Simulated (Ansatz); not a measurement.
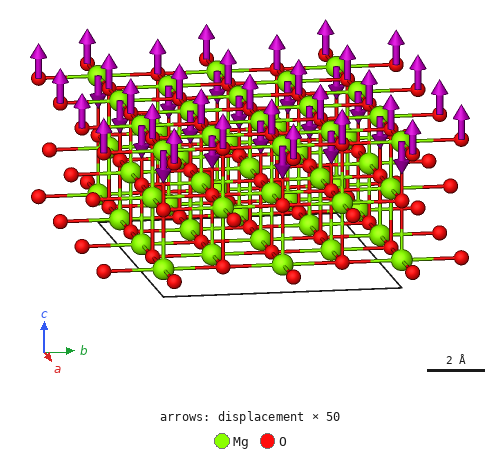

A constrained relaxation of a slab of composition MgO (cut from the Fm-3m phase). The starting structure is drawn; purple arrows show the displacements, magnified 50 times.

The picture is a ball-and-stick view of the 1 × 2 repeat of the cell, outlined in the plane, without the vacuum, seen slightly off an axis.

Case: flat (0 0 1) slab. 12 atoms are held fixed.

These are results of DFT PBE, scalar-relativistic, plane waves, PAW in Ansatz, not measurements.

Input
```yaml
crystal:
  lattice:
    - [12.7611135581, 0.0, 0.0]
    - [0.0, 4.2537045194, 0.0]
    - [0.0, 0.0, 18.380556779]
  atoms:
    - { symbol: Mg, position: [0.0, 0.0, 0.081607974] }
    - { symbol: O, position: [0.1666666667, 0.0, 0.081607974] }
    - { symbol: Mg, position: [0.0, 0.5, 0.1973200433] }
    - { symbol: O, position: [0.1666666667, 0.5, 0.1973200433] }
    - { symbol: Mg, position: [0.1666666667, 0.0, 0.1973200433] }
    - { symbol: O, position: [0.0, 0.0, 0.1973200433] }
    - { symbol: Mg, position: [0.1666666667, 0.5, 0.081607974] }
    - { symbol: O, position: [0.0, 0.5, 0.081607974] }
    - { symbol: Mg, position: [0.3333333333, 0.0, 0.081607974] }
    - { symbol: O, position: [0.5, 0.0, 0.081607974] }
    - { symbol: Mg, position: [0.3333333333, 0.5, 0.1973200433] }
    - { symbol: O, position: [0.5, 0.5, 0.1973200433] }
    - { symbol: Mg, position: [0.5, 0.0, 0.1973200433] }
    - { symbol: O, position: [0.3333333333, 0.0, 0.1973200433] }
    - { symbol: Mg, position: [0.5, 0.5, 0.081607974] }
    - { symbol: O, position: [0.3333333333, 0.5, 0.081607974] }
    - { symbol: Mg, position: [0.6666666667, 0.0, 0.081607974] }
    - { symbol: O, position: [0.8333333333, 0.0, 0.081607974] }
    - { symbol: Mg, position: [0.6666666667, 0.5, 0.1973200433] }
    - { symbol: O, position: [0.8333333333, 0.5, 0.1973200433] }
    - { symbol: Mg, position: [0.8333333333, 0.0, 0.1973200433] }
    - { symbol: O, position: [0.6666666667, 0.0, 0.1973200433] }
    - { symbol: Mg, position: [0.8333333333, 0.5, 0.081607974] }
    - { symbol: O, position: [0.6666666667, 0.5, 0.081607974] }
    - { symbol: Mg, position: [0.0, 0.0, 0.3130321126] }
    - { symbol: O, position: [0.1666666667, 0.0, 0.3130321126] }
    - { symbol: Mg, position: [0.1666666667, 0.5, 0.3130321126] }
    - { symbol: O, position: [0.0, 0.5, 0.3130321126] }
    - { symbol: Mg, position: [0.3333333333, 0.0, 0.3130321126] }
    - { symbol: O, position: [0.5, 0.0, 0.3130321126] }
    - { symbol: Mg, position: [0.5, 0.5, 0.3130321126] }
    - { symbol: O, position: [0.3333333333, 0.5, 0.3130321126] }
    - { symbol: Mg, position: [0.6666666667, 0.0, 0.3130321126] }
    - { symbol: O, position: [0.8333333333, 0.0, 0.3130321126] }
    - { symbol: Mg, position: [0.8333333333, 0.5, 0.3130321126] }
    - { symbol: O, position: [0.6666666667, 0.5, 0.3130321126] }
basis:
  ecutwfc: 420
kpoints:
  mp_grid: { grid: [2, 6, 1] }
hamiltonian:
  xc: pbe
scf:
  occupations: { method: gaussian, width: 0.05 }
output:
  forces: true
  eigenvalues: true
  populations: true
  write_density: true
  write_potential: true
  elf: true
  volumetric_format: npy
relax:
  adjacent_minimum: "off"
  f_tol: 0.02
  max_steps: 45
  constraints: [{ sites: [0, 1, 6, 7, 8, 9, 14, 15, 16, 17, 22, 23] }]
efield:
  axis: 3
  dipole_correction: true
  ramp_width: 0.04
```

Command:
```bash
ansatz run input.yaml --threads 4 --pin off --max-ram 11264MiB --backend cpu --events-out ev --progress --plain --runs-dir out
```

What did the optimiser do to the structure, and how much energy did it gain?

The largest moves, 0.025 Å, are those of O26, O28, O30, O32, O34 and O36. O26 goes along the normal (+c). Largest moves by element: O 0.025 Å, Mg 0.024 Å. The lattice vectors keep their values. Some distances before and after: Mg11–O32 2.127 → 2.148 Å, O12–Mg31 2.127 → 2.106 Å. Bond angles that change, for instance: Mg25–O28–Mg25 180.0° → 177.3°, O28–Mg35–O36 180.0° → 177.3°. The energy falls by 64.9 meV per cell of the calculation in 3 geometry steps. The largest force component goes from 0.44 to 0.00076 eV/Å. Cost: 110 s on 4 threads of Intel(R) Xeon(R) Platinum 8488C (Sapphire Rapids) (shared host), peak memory 3.6 GiB.
